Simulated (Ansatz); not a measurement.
## Single-point calculation, with input and output: Ru (part 2 of 2)

Ru (slab, 16 atoms in the cell); DFT PBE+D3(BJ), scalar-relativistic, plane waves, PAW, no spin polarisation (Ansatz 0.2.0); cutoff 420 eV, 4×4×1 k-mesh, Gaussian smearing of 0.1 eV. The structure derives from an entry of the Crystallography Open Database. It belongs to a series of runs on one base structure; here: the slab at its places in the relaxed adsorbed structure.

Geometry of the input (Å; fractional positions):
```
5.3952  0.0000  0.0000
-2.6976  4.6724  0.0000
0.0000  0.0000  25.1494
Ru 0.3333  0.1667  0.3181
Ru 0.3333  0.6667  0.3181
Ru 0.8333  0.1667  0.3181
Ru 0.8333  0.6667  0.3181
Ru 0.1667  0.3333  0.4029
Ru 0.1667  0.8333  0.4029
Ru 0.6667  0.3333  0.4029
Ru 0.6667  0.8333  0.4029
Ru 0.3344  0.1688  0.4882
Ru 0.3344  0.6656  0.4882
Ru 0.8333  0.1667  0.4873
Ru 0.8312  0.6656  0.4882
Ru 0.1707  0.3354  0.5703
Ru 0.1666  0.8333  0.5746
Ru 0.6646  0.3354  0.5703
Ru 0.6646  0.8292  0.5703
```

The program's output, continued:
```
  k-point 0: bands = ["-68.4219", "-68.3118", "-68.2765", "-68.2736", "-68.2736", "-68.2291", "-68.2291", "-68.2154", "-67.9037", "-67.8574", "-67.8144", "-67.8143", "-67.7559", "-67.7519", "-67.7519", "-67.7322", "-38.8272", "-38.8271", "-38.8132", "-38.7794", "-38.7547", "-38.7434", "-38.7433", "-38.4276", "-38.4276", "-38.4095", "-38.3432", "-38.3406", "-38.3406", "-38.3249", "-38.1917", "-38.1852", "-38.1852", "-38.0857", "-38.0857", "-38.0837", "-38.0461", "-38.0395", "-38.0395", "-37.9753", "-37.9752", "-37.9705", "-37.9705", "-37.9678", "-37.8778", "-37.8778", "-37.8189", "-37.7940", "-37.7939", "-37.7457", "-37.7381", "-37.7381", "-37.7239", "-37.6759", "-37.6382", "-37.6011", "-37.6010", "-37.5805", "-37.5771", "-37.5771", "-37.4378", "-37.4378", "-37.4049", "-37.4049", "-2.7349", "-1.5491", "-1.3511", "-1.3510", "-1.3166", "-1.2678", "-1.2046", "-1.2045", "-1.1126", "-1.0969", "-1.0659", "-1.0658", "-0.7924", "-0.2471", "-0.2423", "-0.2422", "0.1810", "0.1988", "0.1989", "0.2670", "0.2670", "0.3012", "0.9639", "0.9640", "0.9769", "1.9501", "1.9501", "2.0631", "2.1101", "2.1102", "2.1329", "2.1330", "2.1800", "2.1840", "2.1842", "2.2177", "2.2506", "2.7576", "2.7576", "2.8629", "2.8629", "3.0462", "3.2985", "3.3720", "3.3720", "3.4219", "3.4410", "3.4411", "3.8115", "3.8116", "3.8150", "3.9936", "3.9937", "4.8880", "4.9598", "4.9598", "4.9923", "4.9999", "5.0001", "5.0025", "5.0228", "5.0228", "5.8010", "5.8012", "5.8557", "5.8844", "5.8845", "6.0034", "6.0035", "6.0075", "6.2077", "6.2078", "6.2512", "6.2726", "6.2726", "6.2750", "6.4648", "6.4732", "6.4732", "6.8754", "6.8835", "6.8836", "6.9282", "6.9282", "6.9294", "7.2898", "7.2899", "7.2900", "8.1056", "8.1056"]
  k-point 1: bands = ["-68.4019", "-68.2993", "-68.2977", "-68.2750", "-68.2737", "-68.2376", "-68.2290", "-68.2176", "-67.8904", "-67.8423", "-67.8247", "-67.8143", "-67.7688", "-67.7543", "-67.7519", "-67.7354", "-38.7675", "-38.7613", "-38.7432", "-38.7153", "-38.6972", "-38.6922", "-38.6688", "-38.4406", "-38.4145", "-38.4070", "-38.3429", "-38.3259", "-38.3167", "-38.2647", "-38.2268", "-38.2197", "-38.1577", "-38.1303", "-38.1288", "-38.0631", "-38.0383", "-38.0370", "-38.0216", "-38.0174", "-38.0154", "-38.0026", "-37.9543", "-37.9515", "-37.9354", "-37.9007", "-37.7865", "-37.7817", "-37.7761", "-37.7384", "-37.7309", "-37.7309", "-37.7194", "-37.6932", "-37.6864", "-37.6545", "-37.6368", "-37.6348", "-37.5866", "-37.5532", "-37.5388", "-37.5097", "-37.4623", "-37.4305", "-2.1940", "-1.1558", "-1.0540", "-0.9797", "-0.9475", "-0.9332", "-0.8730", "-0.8397", "-0.7336", "-0.6886", "-0.6664", "-0.6608", "-0.2712", "-0.0517", "0.1814", "0.1839", "0.4004", "0.4108", "0.4315", "0.5049", "0.5328", "0.5595", "1.0950", "1.1767", "1.1818", "1.4290", "1.6592", "1.7582", "1.7683", "1.7974", "2.1598", "2.2134", "2.2526", "2.2544", "2.3482", "2.3594", "2.4653", "2.4676", "2.6853", "2.7307", "2.8169", "2.9967", "3.0635", "3.0650", "3.1731", "3.1839", "3.2078", "3.2427", "3.3960", "3.5743", "3.5872", "3.6109", "3.9372", "4.0575", "4.1086", "4.1240", "4.2728", "4.4467", "4.5082", "4.5188", "4.7844", "4.8336", "4.8708", "4.9168", "5.2490", "5.4579", "5.4640", "5.4758", "5.5647", "5.5902", "5.6156", "5.6421", "5.7922", "5.9149", "5.9694", "6.0079", "6.0156", "6.0467", "6.1333", "6.1773", "6.2788", "6.2959", "6.5321", "6.5509", "6.5522", "7.0051", "7.7813", "8.2870", "8.5320", "8.5368"]
  k-point 2: bands = ["-68.3565", "-68.3472", "-68.2753", "-68.2739", "-68.2694", "-68.2627", "-68.2289", "-68.2186", "-67.8671", "-67.8453", "-67.8143", "-67.8071", "-67.8042", "-67.7545", "-67.7519", "-67.7383", "-38.6795", "-38.6679", "-38.6575", "-38.6520", "-38.6359", "-38.6316", "-38.4981", "-38.4662", "-38.4571", "-38.4458", "-38.3130", "-38.3029", "-38.3001", "-38.2628", "-38.2472", "-38.2408", "-38.2188", "-38.2151", "-38.1659", "-38.1576", "-38.0924", "-38.0710", "-37.9882", "-37.9802", "-37.9662", "-37.9500", "-37.9140", "-37.9136", "-37.8395", "-37.8181", "-37.7912", "-37.7880", "-37.7850", "-37.7680", "-37.7595", "-37.7420", "-37.7355", "-37.7309", "-37.7198", "-37.7053", "-37.7016", "-37.6994", "-37.6821", "-37.6766", "-37.5442", "-37.5070", "-37.4964", "-37.4880", "-1.1528", "-1.1453", "-0.5272", "-0.4967", "-0.4745", "-0.4664", "-0.2966", "-0.2538", "-0.2375", "-0.2277", "0.1690", "0.1714", "0.2961", "0.3373", "0.3480", "0.3600", "0.6040", "0.6221", "0.6972", "0.7383", "0.9641", "1.0130", "1.1233", "1.1585", "1.2582", "1.2691", "1.4093", "1.4612", "1.6800", "1.6873", "1.9502", "1.9673", "1.9748", "2.0586", "2.2653", "2.2954", "2.5835", "2.6002", "2.6286", "2.7244", "2.7561", "2.8054", "2.8081", "2.8963", "2.9009", "2.9438", "2.9719", "2.9836", "3.0589", "3.1232", "3.1447", "3.1591", "3.1741", "3.1930", "3.2458", "3.2552", "3.7954", "3.8613", "4.0811", "4.1302", "4.2080", "4.2151", "4.2601", "4.3154", "4.7370", "4.7879", "4.7931", "4.8425", "4.8427", "4.8808", "4.9785", "5.0125", "5.1581", "5.1697", "5.7375", "5.7716", "5.7799", "5.8355", "6.3131", "6.3511", "6.3673", "6.3765", "6.4353", "6.4406", "6.5219", "6.5343", "8.6063", "8.6489", "8.8415", "8.8443"]
  k-point 9: bands = ["-68.3565", "-68.3472", "-68.2753", "-68.2738", "-68.2695", "-68.2627", "-68.2289", "-68.2186", "-67.8671", "-67.8453", "-67.8144", "-67.8071", "-67.8042", "-67.7545", "-67.7519", "-67.7383", "-38.6796", "-38.6679", "-38.6575", "-38.6520", "-38.6359", "-38.6315", "-38.4982", "-38.4662", "-38.4571", "-38.4458", "-38.3130", "-38.3028", "-38.3001", "-38.2629", "-38.2472", "-38.2408", "-38.2188", "-38.2151", "-38.1659", "-38.1576", "-38.0924", "-38.0709", "-37.9882", "-37.9802", "-37.9662", "-37.9500", "-37.9139", "-37.9136", "-37.8395", "-37.8181", "-37.7912", "-37.7880", "-37.7850", "-37.7680", "-37.7595", "-37.7420", "-37.7355", "-37.7309", "-37.7198", "-37.7053", "-37.7016", "-37.6994", "-37.6821", "-37.6766", "-37.5442", "-37.5069", "-37.4964", "-37.4880", "-1.1528", "-1.1452", "-0.5272", "-0.4967", "-0.4745", "-0.4664", "-0.2967", "-0.2538", "-0.2375", "-0.2277", "0.1690", "0.1713", "0.2961", "0.3373", "0.3479", "0.3600", "0.6040", "0.6221", "0.6972", "0.7382", "0.9640", "1.0130", "1.1233", "1.1585", "1.2582", "1.2691", "1.4094", "1.4612", "1.6800", "1.6873", "1.9502", "1.9672", "1.9747", "2.0586", "2.2654", "2.2955", "2.5833", "2.6002", "2.6285", "2.7244", "2.7562", "2.8054", "2.8081", "2.8964", "2.9009", "2.9438", "2.9720", "2.9836", "3.0589", "3.1233", "3.1447", "3.1592", "3.1741", "3.1930", "3.2458", "3.2552", "3.7954", "3.8614", "4.0811", "4.1302", "4.2080", "4.2151", "4.2601", "4.3154", "4.7371", "4.7879", "4.7930", "4.8424", "4.8427", "4.8807", "4.9785", "5.0125", "5.1581", "5.1696", "5.7375", "5.7717", "5.7799", "5.8356", "6.3131", "6.3511", "6.3674", "6.3765", "6.4354", "6.4407", "6.5218", "6.5343", "8.6062", "8.6488", "8.8415", "8.8443"]
```

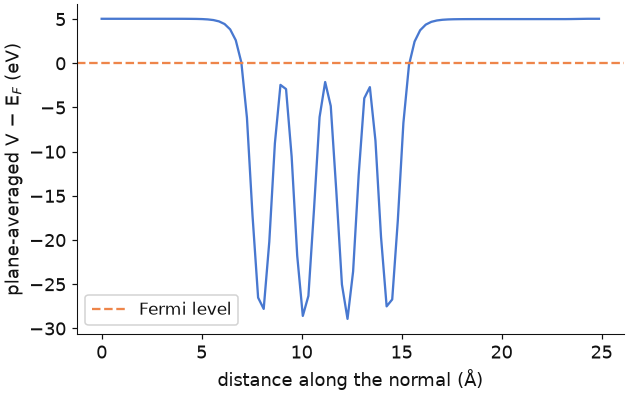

Plane average of the electrostatic potential energy of an electron across the cell, from the Fermi level. The vacuum level lies 4.99 eV above the Fermi level on the upper side and 5.02 eV on the lower.

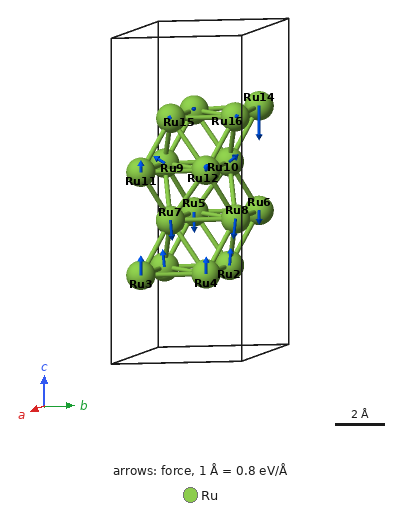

Forces on the atoms as blue arrows (ball-and-stick view of the cell of the calculation, with the vacuum cut short, seen slightly off an axis; atoms are numbered from 1 in the order of the input). The largest act on Ru14 (1.15 eV/Å); Ru5, Ru7, Ru8 (0.69 eV/Å); Ru3 (0.66 eV/Å); Ru1, Ru2, Ru4 (0.59 eV/Å), among others. The geometry is not a stationary point of this energy.

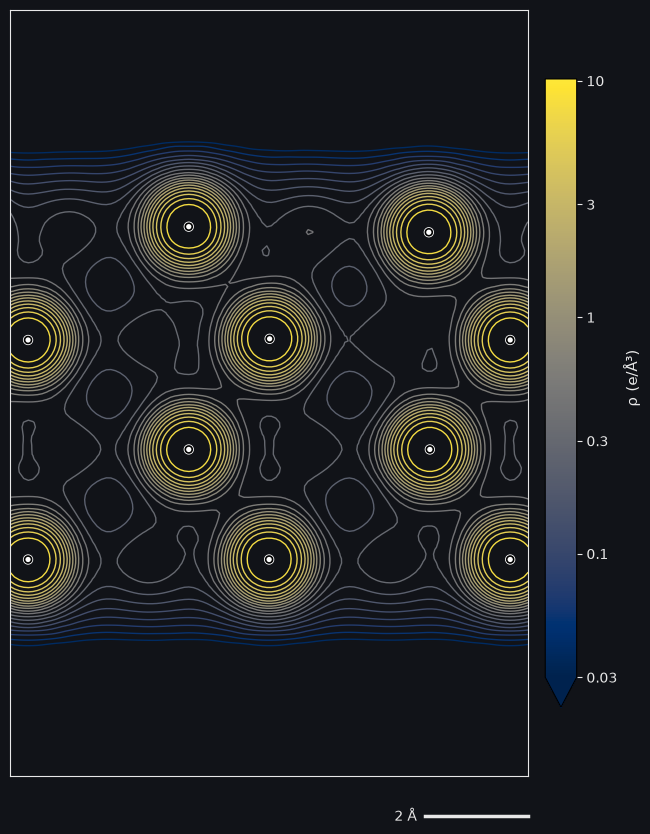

Valence charge density (pseudo) on the (110) plane of the calculation cell, a cut from vacuum to vacuum. Circles mark the nuclei in the plane (Ru). Atoms in the plane: Ru. Ru–Ru (2.64 Å): ρ at the midpoint is about 0.44 e/Å³. Ru–Ru (2.66 Å): the density is about 0.43 e/Å³ at the midpoint. The density dies away to nearly zero in the vacuum. The fields are those of the smooth PAW valence density.

Summary:

| quantity | value |
| --- | --- |
| outcome | converged |
| electrons treated | 256 |
| free energy | −94057.9342 eV |
| work function, top face | 4.99 eV |
| work function, bottom face | 5.02 eV |
| Fermi energy | 4.835 eV |
| gap on the k-point mesh | none (metallic) |
| work function (upper face) | 4.99 eV |
| largest force (length of the vector) | 1.147 eV/Å |
| wall time | 13 s (CPU time 93 s) |
| peak memory | 3.3 GiB |
